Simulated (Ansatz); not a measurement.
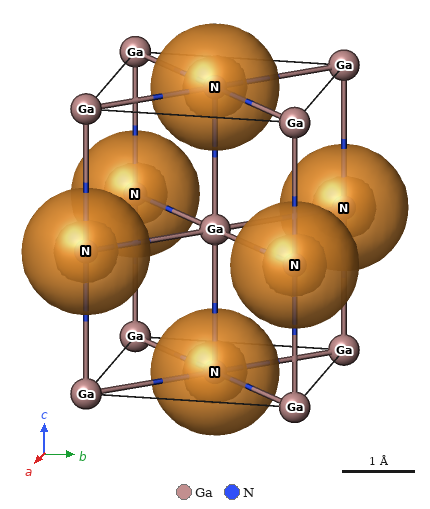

*GaN. Isosurface of the ELF at 0.7 (orange), seen slightly off an axis. Only the valence region is drawn (cores and ρ < 0.01 e/Å³ removed). Sticks mark near contacts.*

Space group I4/mmm; started from the rocksalt prototype, which need not be the ambient phase; changed on purpose from its base cell (uniaxial z strain -2.3%); computed pressure about 6 GPa in this cell.

Theory: DFT, r2SCAN, plane waves, PAW (Ansatz 0.2.0).

Core electrons are frozen (PAW), and the valence fields are smoothed inside the atomic spheres.

```
CELL_PARAMETERS angstrom
2.10852 -2.10852 0.00000
2.10852 2.10852 0.00000
0.00000 0.00000 4.12088
ATOMIC_POSITIONS crystal
Ga 0.00000 0.00000 0.00000
Ga 0.50000 0.50000 0.50000
N 0.50000 0.50000 0.00000
N 0.00000 0.00000 0.50000
```

Question: Where are the electrons localised?

Answer: The ELF exceeds this value in two regions wrapped around N (the valence shell of each), counted in one cell of 4 atoms. Any copies at cell faces, edges or corners count once. Along the contacts the grid gives the following. Ga–N (2.06 Å): the ELF peaks at about 0.85 in the valence shell of N, 0.7 Å from its nucleus, and is about 0.40 at the midpoint. Ga–N (2.11 Å): the ELF peaks at about 0.85 in the valence shell of N, 0.7 Å from its nucleus, and is about 0.35 at the midpoint.

Question: Metal or insulator at this level of theory?

Answer: It is gapped, with a Kohn–Sham gap of 1.2 eV on the k-point mesh (the band edges may lie off the mesh, which would make the gap smaller).
